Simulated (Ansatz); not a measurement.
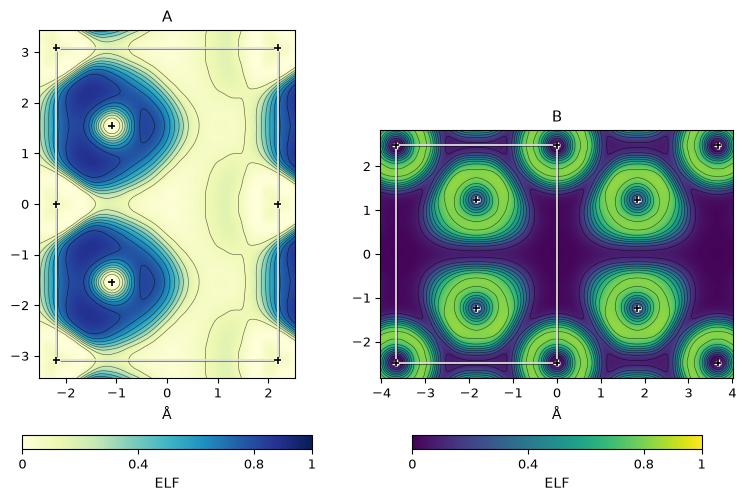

The electron localisation function of 2 systems, each on a plane through atoms (crosses mark nuclei in the plane).

These are results of DFT PBE, scalar-relativistic, plane waves, PAW (Ansatz 0.2.0), not measurements.

System 1: ZrO$_{2}$, the (010) plane of the conventional cell. Space group I4/mmm; changed on purpose from its base cell (strain +0.015 along x and y, -0.030 along z, atoms carried along).

```
Zr O
1.0
     2.59627   -2.59627    0.00000
     2.59627    2.59627    0.00000
     0.00000    0.00000    4.96232
Zr O
2 4
Cartesian
  0.0000 0.0000 0.0000
  2.5963 0.0000 2.4812
  1.2981 1.2981 1.2406
  1.2981 -1.2981 3.7217
  1.2981 -1.2981 1.2406
  1.2981 1.2981 3.7217
```

System 2: AlN, the (101) plane of the conventional cell. Space group F-43m; a structure from a database of computed crystals, not necessarily the ambient phase; computed pressure about 5 GPa in this cell.

> Match each panel to its system.

Panel A is system 2, AlN: the plane holds Al and N. Al–N (1.89 Å): the ELF peaks at about 0.90 between the atoms; a polar covalent bond. Panel B is system 1, ZrO$_{2}$: the plane holds Zr and O. Zr–O (2.22 Å): the ELF peaks at about 0.85 in the valence shell of O, 0.6 Å from its nucleus, and drops to about 0.20 between the two atoms (no localised pair shows between them).
